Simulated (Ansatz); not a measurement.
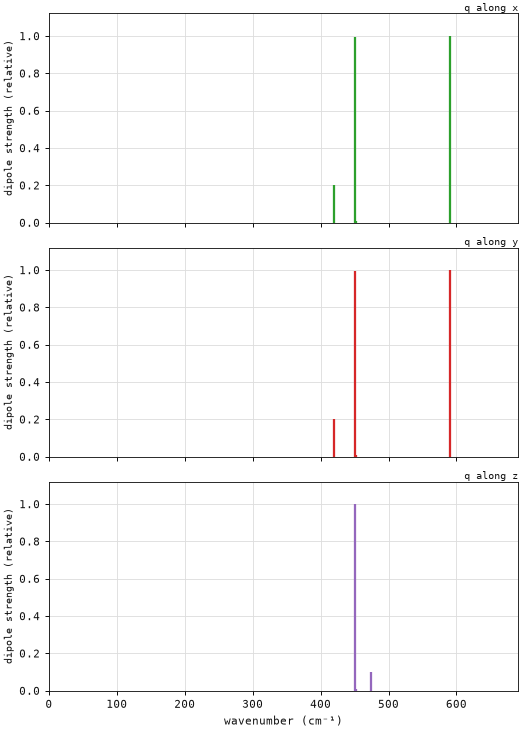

Caption: Polar optical modes, transverse and longitudinal, for each direction of approach to the zone centre for GaO, space group P-6m2 (No. 187) (cell built by us, not taken from a database). Each panel is scaled to its strongest line.

Along x the polar lines lie at 420.4, 451.3, 590.1 cm⁻¹; along y the polar lines lie at 420.4, 451.3, 590.1 cm⁻¹; along z the polar lines lie at 451.3, 474.1 cm⁻¹ (lines above 2 % of the strongest).

Method: optical phonons of an insulator on the approach to the zone centre along x, y and z with the field of polar modes, imaginary frequencies are negative, field response on a mesh refined by the program; plane waves with PAW datasets (Ansatz 0.2.0). Level: PBE, no spin polarisation.

wave cutoff 420 eV; k mesh 12×12×2; occupations fixed; volume relative to the relaxed cell 1.02.

Starting cell:
```xyz
8
Lattice="3.1012 0.0000 0.0000 -1.5506 2.6857 0.0000 0.0000 0.0000 14.9524" Properties=species:S:1:pos:R:3 pbc="T T T"
Ga    0.0000    1.7905    6.2236
Ga    0.0000    1.7905    8.7289
Ga    0.0000    0.0000    1.2527
Ga    0.0000    0.0000   13.6998
O     1.5506    0.8952    1.9843
O     1.5506    0.8952   12.9682
O     0.0000    0.0000    5.4917
O     0.0000    0.0000    9.4608
```

Keep in mind: field response not converged on the k mesh; weakly bound, no dispersion correction.
